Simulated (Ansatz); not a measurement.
Single-point calculation of C

- system: C (2 atoms in the cell)
- method: DFT, LDA (PW92), plane waves (420 eV) with PAW, scalar-relativistic, no spin polarisation (Ansatz 0.2.0)

It belongs to a series of runs on one base structure; here: volume × 1.12. Figures and captions count atoms from 1; the log counts them from 0 in places.

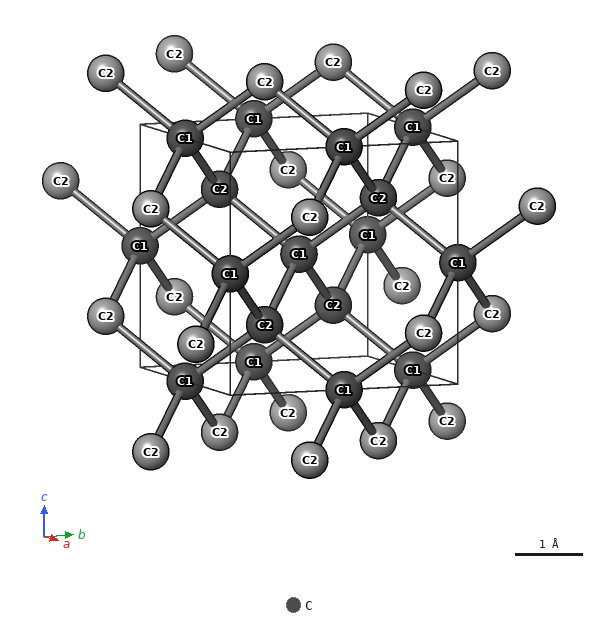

The structure (ball-and-stick view of the cell 4 times as large as that of the calculation, set on its symmetry axes, seen slightly off an axis; neighbours outside the cell are drawn fainter; atoms are numbered from 1 in the order of the input).

**The input**
```yaml
crystal:
  lattice:
    - [0.0, 1.8338720384, 1.8338720384]
    - [1.8338720384, 0.0, 1.8338720384]
    - [1.8338720384, 1.8338720384, 0.0]
  atoms:
    - { symbol: C, position: [0.5, 0.5, 0.5] }
    - { symbol: C, position: [0.75, 0.75, 0.75] }
hamiltonian:
  xc: lda
  pseudopotentials:
    kind: paw
    azcp:
      C: "pseudopotentials/C.paw.azcp"
basis:
  ecutwfc: 420
  fft_grid_basis: typed
kpoints:
  mp_grid: { grid: [13, 13, 13], shift: [0, 0, 0] }
magnetization:
  spin_polarized: false
scf:
  occupations: { method: fermi_dirac, width: 0.05 }
  lower_state_search: "off"
output:
  stress: true
```

Run on 2 threads of an Arm (aarch64) CPU, shared host.

**What the program printed**
```
Warning: [file] the record states the generating functional pbe (its physics header spells it `PBE`), which answers neither for hamiltonian.xc's functional nor for the lda family's — results may be inconsistent (PPs are generated against a specific XC)
Engine: ansatz 0.2.0, aarch64-unknown-linux-gnu
Pseudopotentials: kind: paw
Pseudopotential: C, paw, valence charge 4, recommended cutoff 420 eV (normal), [file]
Functional definition: SPW92
  exchange = slater_x
  correlation = pw_c
Crystal: 2 atoms, lattice volume = 12.335 Å³
Basis set: ecut = 420 eV, 259 PW (Γ)
Bands: 8, of which v1, the nominal top of the filled ones, is band 4 counted from 1 (3 counted from 0)
Symmetry: 48 space group operations
Space group: Fd-3m (ITA 227), of the structure as read, at distance tolerance 2.3e-5 Å
k-points: 84 of 2197
Non-local potential: C, projectors of the file, l = 0: 2, l = 1: 2, l = 2: 1
PAW form: soft (Blöchl's): semilocal exchange-correlation on the pseudo side does not see the compensation charge
PAW frozen core: C, regenerated for the run's functional, and the local potential with it (the file was generated under x = pbe(κ = 0.804, μ = 0.2195149727645171), c = pbe(β = 0.06672455060314922))
PAW one-centre angular grid: C, 110 points (default); XC on 64 Gauss nodes
Initial density: superposition of atomic densities (neutral atoms: chi_scale 0, normalization atom), corrected by the library's trained network
Initial wavefunctions: pseudopotential atomic-orbital guess
Functional: x = slater, c = lda
SCF iter   1: F=—  HF=-485.792196 eV  |F-HF|=—  |Δ(HF+E_count)|=         —  Δρ=6.32e-3  dr2=1.59e-3  ethr=1.77e-3  ⟨swp⟩=4.7  Hψ=4291  notcnv=0
preconditioner: auto → none  [insulator: Δε(μ)=3.927 eV  Ē_g=18.278 eV  σ=0.050 eV  W_gap=1.00  n_scr=0 (ndim 8)  ℏωp=29.9 eV  f_vac=0.000  D(μ)=0.00/eV (n_scr^D=0)  ε∞_Penn≈3.7]
SCF iter   2: F=—  HF=-485.791710 eV  |F-HF|=—  |Δ(HF+E_count)|=   4.86e-4  Δρ=2.93e-3  dr2=3.46e-4  ethr=1.99e-5  ⟨swp⟩=1.1  Hψ=1361  notcnv=0
SCF iter   3: F=—  HF=-485.791607 eV  |F-HF|=—  |Δ(HF+E_count)|=   1.02e-4  Δρ=1.28e-4  dr2=1.97e-6  ethr=4.33e-6  ⟨swp⟩=1.5  Hψ=782  notcnv=0
SCF iter   4: F=—  HF=-485.791608 eV  |F-HF|=—  |Δ(HF+E_count)|=   4.38e-7  Δρ=6.16e-5  dr2=3.67e-7  ethr=2.46e-8  ⟨swp⟩=2.0  Hψ=1008  notcnv=0
iter 5 did not close the SCF: its close was put off for the readings that it lacked (scf_convergence_deferred on its scf_iter line)
SCF iter   5: F=-485.791608 eV  HF=-485.791608 eV  |F-HF|=5.63e-9  |Δ(HF+E_count)|=   1.60e-7  Δρ=1.17e-5  dr2=1.04e-8  ethr=4.59e-9  ⟨swp⟩=2.1  Hψ=1016  notcnv=0
SCF iter   6: F=-485.791608 eV  HF=-485.791608 eV  |F-HF|=3.64e-12  |Δ(HF+E_count)|=   4.20e-9  Δρ=3.52e-7  dr2=8.33e-12  ethr=1.30e-10  ⟨swp⟩=1.0  Hψ=2046  notcnv=0
SCF 1 converged in 6 iterations: F = -485.791608 eV  dr2 = 8.33e-12
  greatest PAW one-centre occupation: 0.623 electrons in one spin orbital (limit 2), on the C atom at site 1 (counted from 0), in its partial waves of l = 0
SCF converged after 6 iterations
Free energy (F): -485.791608 eV
Harris-Foulkes:  -485.791608 eV  (|F-HF|=3.64e-12)
Internal energy: -485.791608 eV  (E = F + TS)
E sigma→0 (E₀):  -485.791608 eV
Fermi energy:    13.540287 eV
--- Per-component energies (eV) ---
  E_band       = 25.530732
  E_kinetic    = 178.841074
  E_local      = -130.363898  (includes V_loc(G=0)·N_el)
  E_nonlocal   = 54.380432
  E_hartree    = 27.724433
  E_xc         = -95.164635
  E_vxc        = -118.372098  (∫ρ·V_xc dr)
  E_paw        = -182.955663  (= ΣΔE_a)
  E_vpaw       = -14.403689  (= ΣTr[D̂ρ^β])
  E_aug_tail   = 0.000024  (compensation charges beyond the density's cutoff)
  E_ewald      = -338.379038
  E_core_change = 0.125665  (= ΣΔE_core)
  E_smearing   = -0.000000  (= −TS)
  E_closure    = -0.000000  (closes the sum)
  Σ components = -485.791608   (vs F -485.791608, Δ=0.00e0)
--- Stress (GPa, compression-positive) ---
      -42.961577      -0.000000       0.000000
       -0.000000     -42.961577      -0.000000
       -0.000000      -0.000000     -42.961577
  P = ⅓ Tr σ = -42.9616 GPa (-429.616 kbar)
```

**Summary**

```csv
quantity,value
outcome,converged
space group (tolerance 0.01 Å),Fd-3m (227)
electrons treated,8
free energy,−485.7916 eV
Fermi energy,13.540 eV
pressure,−42.96 GPa
peak memory,0.24 GiB
```

**Notes**

Warnings of the run: the PAW datasets were made with another functional. The cell is under a tension of 43 GPa at this level, so it is not at its equilibrium volume.
